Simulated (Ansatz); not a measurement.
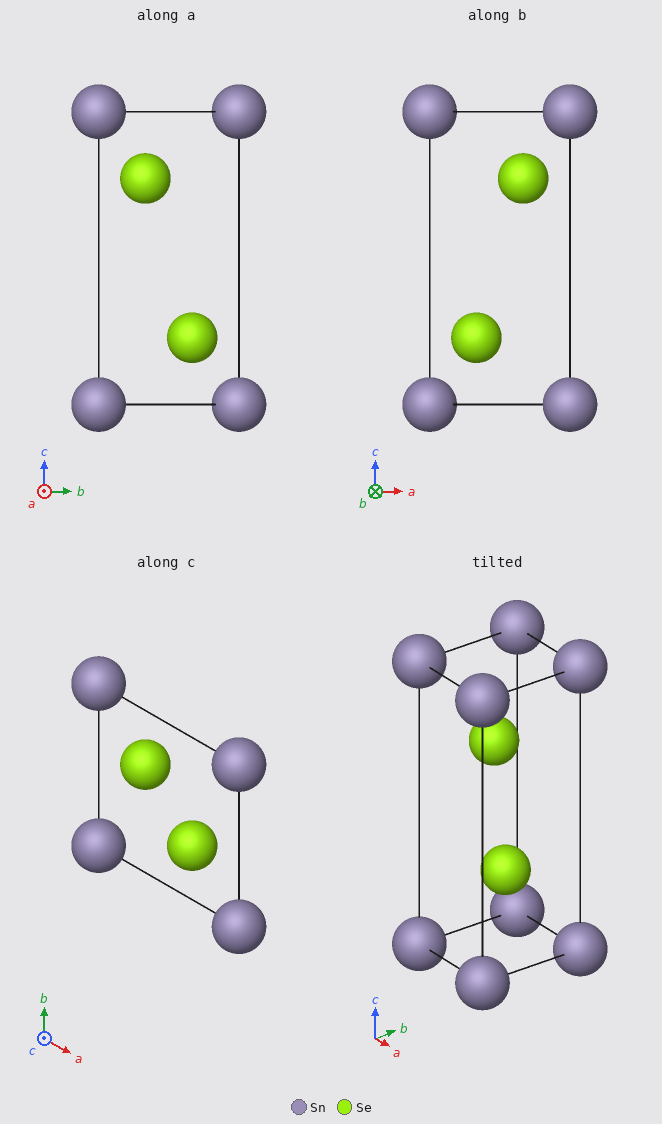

Crystal structure, spheres-only style, seen along the a axis, along the b axis, along the c axis and slightly off an axis. The outline marks the conventional unit cell.

Lattice parameters: a = 3.8716 Å, b = 3.8716 Å, c = 6.9936 Å, α = 90.000°, β = 90.000°, γ = 120.000°.

**Give the structure in the form of a CIF in P1 with every atom of the cell, with free fractional coordinates to two decimals.**

```cif
data_structure
_symmetry_space_group_name_H-M 'P 1'
_symmetry_Int_Tables_number 1
_cell_length_a 3.8716
_cell_length_b 3.8716
_cell_length_c 6.9936
_cell_angle_alpha 90.000
_cell_angle_beta 90.000
_cell_angle_gamma 120.000
_cell_volume 90.79
loop_
_atom_site_label
_atom_site_type_symbol
_atom_site_fract_x
_atom_site_fract_y
_atom_site_fract_z
_atom_site_occupancy
Sn1 Sn 0.00 0.00 0.00 1
Se1 Se 0.3333 0.6667 0.23 1
Se2 Se 0.6667 0.3333 0.77 1
```

It goes back to a structure type filled with these elements by a generator (whether the compound takes this form wasn't checked). Earlier steps of the study may have refined or changed the cell and positions. A calculation with Ansatz used it as input.
